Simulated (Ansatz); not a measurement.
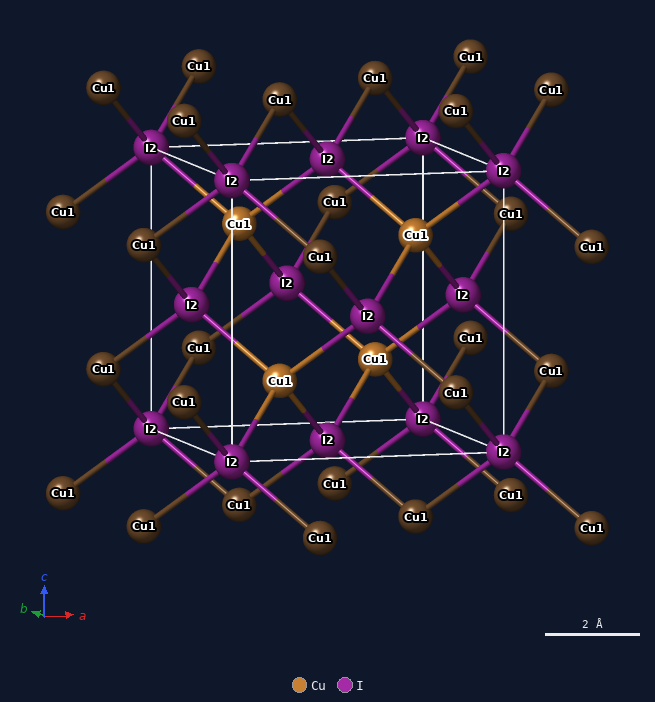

Figure 1. The structure as given in the input (ball-and-stick view of the cell 4 times as large as that of the calculation, set on its symmetry axes, seen slightly off an axis; neighbours outside the cell are drawn fainter; atoms are numbered from 1 in the order of the input). An atom can appear more than once, as a periodic image. Near neighbours in the periodic cell (some may lie outside the picture): Cu has 4 I at 2.63 Å; I has 4 Cu at 2.63 Å.

CuI: band-structure calculation

- system: CuI (2 atoms in the cell)
- method: DFT, LDA, PAW with Ansatz's default frozen-core files, scalar-relativistic, no spin polarisation (Ansatz 0.2.0)

The structure derives from an entry of the Crystallography Open Database. It belongs to a series of runs on one base structure; here: functional lda, PAW files. Figures and captions count atoms from 1; the log counts them from 0 in places.

**Input**
```yaml
crystal:
  lattice:
    - [0.0, 3.0315, 3.0315]
    - [3.0315, 0.0, 3.0315]
    - [3.0315, 3.0315, 0.0]
  atoms:
    - { symbol: Cu, position: [0.75, 0.75, 0.75] }
    - { symbol: I, position: [0.0, 0.0, 0.0] }
kpoints:
  mp_grid: { grid: [9, 9, 9] }
  band_path:
    path:
      - [0.0, 0.0, 0.0]
      - [-0.5, -0.5, 0.0]
      - [-0.375, -0.375, 0.25]
      - [-0.375, 0.0, 0.375]
      - [0.0, 0.0, 0.0]
      - [0.0, 0.0, 0.5]
      - [-0.5, -0.25, 0.25]
      - [-0.5, -0.5, 0.0]
    npoints: 5
scf:
  occupations: { method: fermi_dirac, width: 0.03 }
hamiltonian:
  xc: lda
  pseudopotentials: { kind: paw }
output:
  forces: true
  stress: true
  eigenvalues: true
  efg: { contact_densities: true }
  write_density: true
  write_potential: true
  elf: true
  volumetric_format: npy
```

Run on 1 thread of Arm Neoverse V1, 24 GiB of memory available, shared host.

Command:
```bash
ansatz run input.yaml --threads 1 --pin off --max-ram 2048MiB --backend cpu --events-out ev --progress --plain --runs-dir out
```

**The program's output**
```
I: output.efg is read without spin–orbit coupling, which moves field gradients at and beside such atoms by some per cent and up to a factor of two; PAW files take it under magnetization.noncollinear and magnetization.spin_orbit
Engine: ansatz 0.2.0, aarch64-unknown-linux-gnu
Pseudopotentials: kind: paw
Pseudopotential: Cu, paw, valence charge 19, recommended cutoff 420 eV (normal), Cu.paw.azcp
Pseudopotential: I, paw, valence charge 17, recommended cutoff 420 eV (normal), I.paw.azcp
Functional definition: SPW92
  exchange = slater_x
  correlation = pw_c
Crystal: 2 atoms, lattice volume = 55.719 Å³
Basis set: ecut = 420 eV, 1067 PW (Γ)
Bands: 22, of which v1, the nominal top of the filled ones, is band 18 counted from 1 (17 counted from 0)
Symmetry: 24 space group operations
Space group: F-43m (ITA 216), of the structure as read, at distance tolerance 3.8e-5 Å
k-points: 35 of 729 (time reversal used)
Non-local potential: Cu, projectors of the file, l = 0: 3, l = 1: 2, l = 2: 3, l = 3: 1
Non-local potential: I, projectors of the file, l = 0: 2, l = 1: 2, l = 2: 2, l = 3: 2
PAW form: soft (Blöchl's): semilocal exchange-correlation on the pseudo side does not see the compensation charge
PAW frozen core: Cu, regenerated for the run's functional, and the local potential with it (the file was generated under x = pbe(κ = 0.804, μ = 0.2195149727645171), c = pbe(β = 0.06672455060314922))
PAW frozen core: I, regenerated for the run's functional, and the local potential with it (the file was generated under x = pbe(κ = 0.804, μ = 0.2195149727645171), c = pbe(β = 0.06672455060314922))
PAW one-centre angular grid: Cu, 590 points (default); XC on 64 Gauss nodes
PAW one-centre angular grid: I, 590 points (default); XC on 64 Gauss nodes
Initial density: superposition of atomic densities (neutral atoms: chi_scale 0, normalization atom), corrected by the library's trained network
Initial wavefunctions: pseudopotential atomic-orbital guess
Functional: x = slater, c = lda
SCF iter   1: F=—  HF=-13911.724757 eV  |F-HF|=—  |Δ(HF+E_count)|=         —  Δρ=1.04e-2  dr2=2.66e-2  ethr=1.77e-3  ⟨swp⟩=6.3  Hψ=3807  notcnv=0
preconditioner: auto → none  [insulator: Δε(μ)=0.850 eV  Ē_g=8.858 eV  σ=0.030 eV  W_gap=1.00  n_scr=14 (ndim 8)  ℏωp=21.1 eV  f_vac=0.179  D(μ)=0.00/eV (n_scr^D=0)  ε∞_Penn≈6.7]
SCF iter   2: F=—  HF=-13911.729210 eV  |F-HF|=—  |Δ(HF+E_count)|=   4.45e-3  Δρ=1.09e-2  dr2=4.56e-2  ethr=7.39e-5  ⟨swp⟩=2.5  Hψ=1840  notcnv=0
SCF iter   3: F=—  HF=-13911.717768 eV  |F-HF|=—  |Δ(HF+E_count)|=   1.14e-2  Δρ=3.13e-3  dr2=2.42e-3  ethr=7.39e-5  ⟨swp⟩=2.3  Hψ=1498  notcnv=0
SCF iter   4: F=—  HF=-13911.717437 eV  |F-HF|=—  |Δ(HF+E_count)|=   3.31e-4  Δρ=6.54e-4  dr2=9.84e-5  ethr=6.73e-6  ⟨swp⟩=2.0  Hψ=1201  notcnv=0
SCF iter   5: F=—  HF=-13911.717429 eV  |F-HF|=—  |Δ(HF+E_count)|=   7.30e-6  Δρ=7.86e-5  dr2=2.37e-6  ethr=2.73e-7  ⟨swp⟩=2.0  Hψ=1086  notcnv=0
SCF iter   6: F=-13911.717429 eV  HF=-13911.717429 eV  |F-HF|=8.46e-10  |Δ(HF+E_count)|=   4.25e-7  Δρ=3.91e-6  dr2=5.01e-9  ethr=2.78e-10  ⟨swp⟩=8.5  Hψ=5814  notcnv=0
SCF 1 converged in 6 iterations: F = -13911.717429 eV  dr2 = 5.01e-9
  greatest PAW one-centre occupation: 1.000 electrons in one spin orbital (limit 2), on the Cu atom at site 0 (counted from 0), in its partial waves of l = 0
```

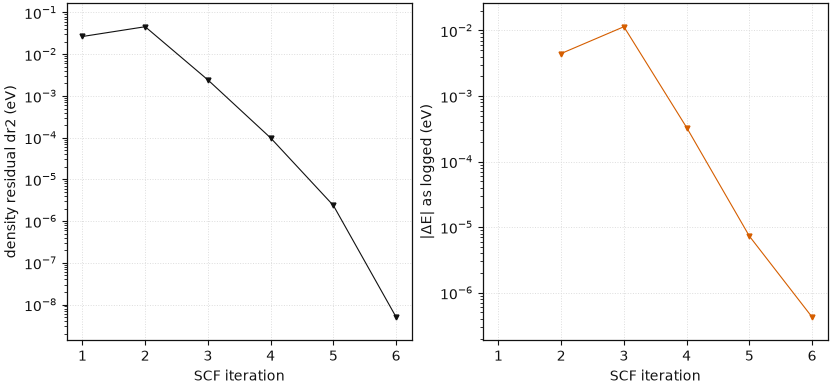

Figure 2. Convergence of the self-consistent field: density residual dr2 and size of the energy change against the SCF iteration. The residual falls almost steadily, with no more than small rises.

```
NSCF: frozen V_eff on 36 k-points
SCF converged after 6 iterations
Free energy (F): -13911.717429 eV
Harris-Foulkes:  -13911.717429 eV  (|F-HF|=8.46e-10)
Internal energy: -13911.717429 eV  (E = F + TS)
E sigma→0 (E₀):  -13911.717429 eV
Fermi energy:    8.261588 eV
--- Per-component energies (eV) ---
  E_band       = -876.573820
  E_kinetic    = 490.756999
  E_local      = -7630.499450  (includes V_loc(G=0)·N_el)
  E_nonlocal   = 322.275747
  E_hartree    = 3538.347761
  E_xc         = -214.022274
  E_vxc        = -241.157790  (∫ρ·V_xc dr)
  E_paw        = -6265.675935  (= ΣΔE_a)
  E_vpaw       = -894.649478  (= ΣTr[D̂ρ^β])
  E_aug_tail   = 0.000299  (compensation charges beyond the density's cutoff)
  E_ewald      = -4154.131452
  E_core_change = 1.230875  (= ΣΔE_core)
  E_smearing   = -0.000000  (= −TS)
  E_closure    = -0.000000  (closes the sum)
  Σ components = -13911.717429   (vs F -13911.717429, Δ=0.00e0)
--- Forces (eV/Å), atoms counted from 1 ---
  atom   1  Cu     0.00000000     0.00000000    -0.00000000
  atom   2  I     -0.00000000     0.00000000     0.00000000
  max |Σ_I F_I| component: 2.31e-17 eV/Å
--- Stress (GPa, compression-positive) ---
       -4.425600      -0.000000       0.000000
       -0.000000      -4.425600       0.000000
       -0.000000       0.000000      -4.425600
  P = ⅓ Tr σ = -4.4256 GPa (-44.256 kbar)
--- PAW observables at the nuclei: V_zz in 10²¹ V/m², potentials from the cell's mean, atoms counted from 1 ---
  atom   1  Cu V_zz =    +0.000000   η = 0.0000   by run symmetry: forbidden
            electrostatic potential = -3754.895389 V   contact ρ = 146762.836727 e/Å³
  atom   2  I  V_zz =    +0.000000   η = 0.0000   by run symmetry: forbidden
            electrostatic potential = -8887.504497 V   contact ρ = 1597648.167366 e/Å³
--- Band table (eV; the first three rows and the last of 35) ---
  k-point 0: bands = ["-102.9217", "-60.7752", "-60.7752", "-60.7752", "-37.8304", "-37.8304", "-37.8304", "-37.8251", "-37.8251", "-6.2766", "4.1346", "4.1346", "4.1346", "5.8648", "5.8648", "7.7725", "7.7725", "7.7725", "8.7105", "12.6457", "12.6457", "12.6457"]
  k-point 1: bands = ["-102.9217", "-60.7752", "-60.7752", "-60.7752", "-37.8304", "-37.8304", "-37.8304", "-37.8251", "-37.8251", "-6.2191", "3.8967", "4.1401", "4.1401", "5.8596", "5.8596", "7.2007", "7.6776", "7.6776", "9.3496", "12.5149", "12.8231", "12.8231"]
  k-point 2: bands = ["-102.9217", "-60.7752", "-60.7752", "-60.7752", "-37.8304", "-37.8303", "-37.8303", "-37.8251", "-37.8251", "-6.0664", "3.3047", "4.1519", "4.1519", "5.8545", "5.8545", "6.5709", "7.4560", "7.4560", "9.8737", "12.9011", "13.1468", "13.1468"]
  k-point 34: bands = ["-102.9217", "-60.7752", "-60.7752", "-60.7752", "-37.8304", "-37.8302", "-37.8299", "-37.8251", "-37.8249", "-5.5515", "2.6408", "3.3114", "3.9910", "5.7882", "5.8359", "5.9848", "6.1254", "6.4980", "12.0504", "12.2844", "13.4487", "14.7854"]
```

**File v_z.tsv**
```
# z_ang	v_es[eV]	v_tot[eV]
# format = ansatz-planar-average/11
# xc	lda
# density_cutoff_ev	1680
# datasets	Cu=:simpson_from_first_knot:soft:shift=-2679975	I=:simpson_from_first_knot:soft:shift=-2678021
# lattice	0.000000000	3.031500000	3.031500000
# lattice	3.031500000	0.000000000	3.031500000
# lattice	3.031500000	3.031500000	0.000000000
# sites	2
# site	29	4.547250000	4.547250000	4.547250000
# site	53	0.000000000	0.000000000	0.000000000
0.000000	5.391807e0	-5.741367e0
0.142906	5.800648e0	-5.031233e0
0.285813	5.906876e0	-4.572732e0
0.428719	5.944981e0	-4.121490e0
0.571625	6.100328e0	-3.492814e0
0.714531	6.502033e0	-2.577124e0
0.857438	7.202562e0	-1.353530e0
1.000344	8.157240e0	1.041515e-1
1.143250	9.208011e0	1.618502e0
1.286157	1.013343e1	2.952495e0
1.429063	1.077463e1	3.929084e0
1.571969	1.113175e1	4.528699e0
1.714875	1.127921e1	4.806352e0
1.857782	1.124674e1	4.773324e0
2.000688	1.102320e1	4.404112e0
2.143594	1.052086e1	3.607864e0
2.286500	9.642536e0	2.302514e0
2.429407	8.416600e0	5.475117e-1
2.572313	6.987089e0	-1.476077e0
2.715219	5.536624e0	-3.549812e0
2.858126	4.177067e0	-5.527848e0
3.001032	2.891511e0	-7.390897e0
3.143938	1.676668e0	-9.104042e0
3.286844	6.760075e-1	-1.049569e1
3.429751	1.028359e-1	-1.134623e1
3.572657	1.151687e-1	-1.150755e1
3.715563	7.484424e-1	-1.095320e1
3.858470	1.886214e0	-9.799992e0
4.001376	3.259259e0	-8.317819e0
4.144282	4.519860e0	-6.866204e0
```

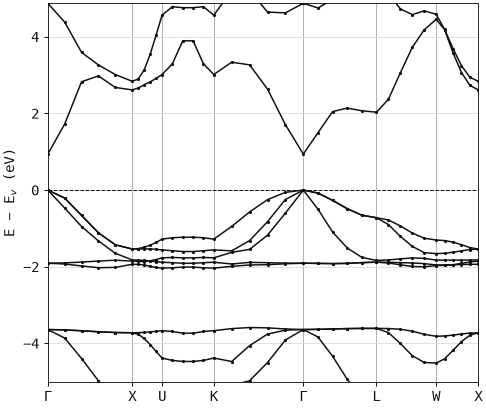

Figure 3. Band structure along Γ–X–U–K–Γ–L–W–X, with energies from the valence-band top. There is a gap of 0.94 eV on this path, direct, at Γ.

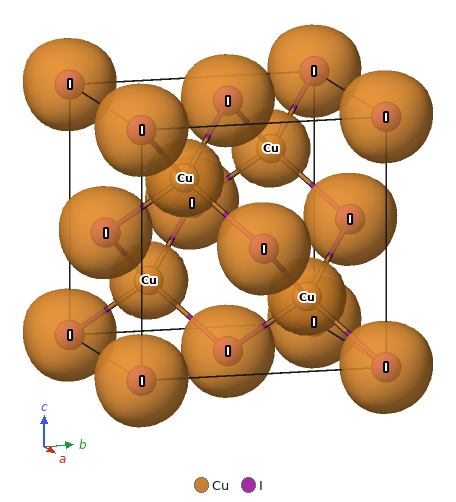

Figure 4. Isosurface of the valence electron density at 0.5 e/Å³ (orange), seen slightly off an axis. Sticks mark near contacts. The outline is the cell set on symmetry axes. At this value the density breaks into separate islands; it holds about 85 % of the electrons treated as valence (semicore included). It is pinched off along the Cu–I (2.63 Å) contacts. On the grid the lowest density along these lines, outside the cores, is 0.36 e/Å³ (Cu–I, 2.63 Å). In a PAW calculation such maps are meaningful between the atoms, not at the nuclei.

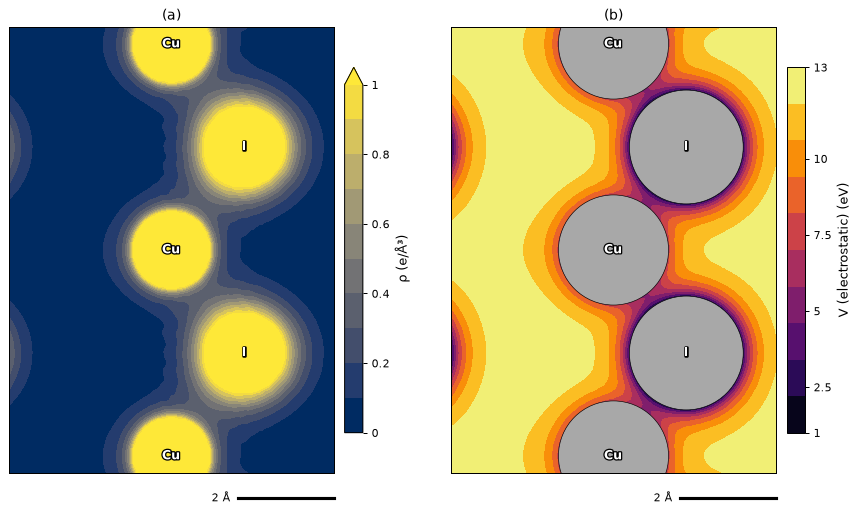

Figure 5. (a) valence pseudo-density; (b) electrostatic potential energy of an electron on the (011) plane of the conventional cell. Grey discs, where drawn, cover atomic cores. Cu–I (2.63 Å): ρ at the midpoint is about 0.41 e/Å³, with its minimum of 0.36 e/Å³ about 1.1 Å from Cu. Away from the nuclei the density in this plane falls to 0.009 e/Å³ at its lowest. Outside the cores the potential energy rises away from the atoms and is highest about 2.6 Å from the nearest atoms; outside the discs it spans about 11 eV, and its zero is arbitrary.

**Results in brief**

```json
{"quantity": "outcome", "value": "converged"}
{"quantity": "space group (tolerance 0.01 Å)", "value": "F-43m (216)"}
{"quantity": "electrons treated", "value": "36"}
{"quantity": "free energy", "value": "−13911.7174 eV"}
{"quantity": "Fermi energy", "value": "8.262 eV"}
{"quantity": "pressure", "value": "−4.43 GPa"}
{"quantity": "field gradient V_zz (10²¹ V/m²)", "value": "zero at all sites"}
{"quantity": "electronic character", "value": "gap of 0.94 eV"}
{"quantity": "largest force (length of the vector)", "value": "under 0.001 eV/Å"}
{"quantity": "wall time", "value": "9.5 s"}
{"quantity": "peak memory", "value": "0.4 GiB"}
```

Warnings of the run: the field gradients leave out spin–orbit coupling. Spin-orbit coupling is left out, which matters for I.
